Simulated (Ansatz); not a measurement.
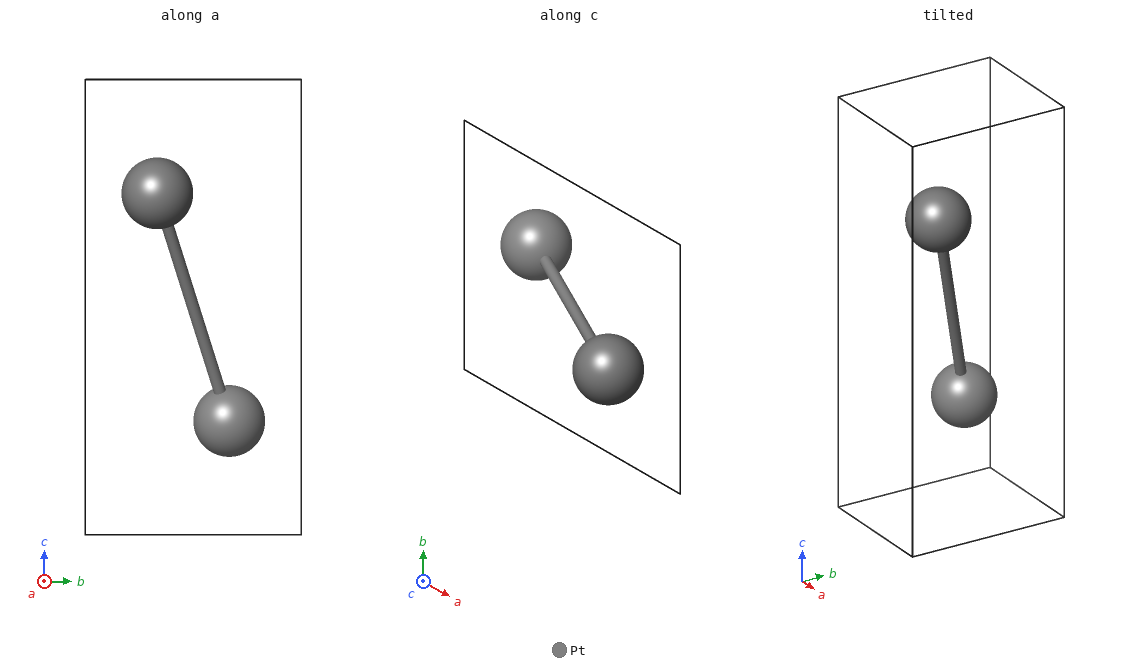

An orthographic ball-and-stick view of the structure, along the a axis, along the c axis and slightly off an axis. The conventional unit cell is drawn as a box. Cell: a = 2.623 Å, b = 2.623 Å, c = 4.792 Å, α = 90.00°, β = 90.00°, γ = 120.00°.

- The element is platinum.
- It is primitive hexagonal, space group P6_3/mmc (No. 194).
- Prototype: hexagonal close-packed (Mg type).
- The cell holds two atoms.
- The coordination shell of Pt holds twelve Pt in a distorted anticuboctahedral arrangement at about 2.6 to 2.8 Å.
- The bonds build a three-dimensional framework.

It derives from a structure listed in the Materials Project. The cell was then strained or its atoms displaced on purpose. A calculation with Ansatz used it as input.

At this level of theory the run's own cell isn't at rest (compressed, at 23 GPa), so its distances can differ from those at equilibrium, the more so the softer the solid.
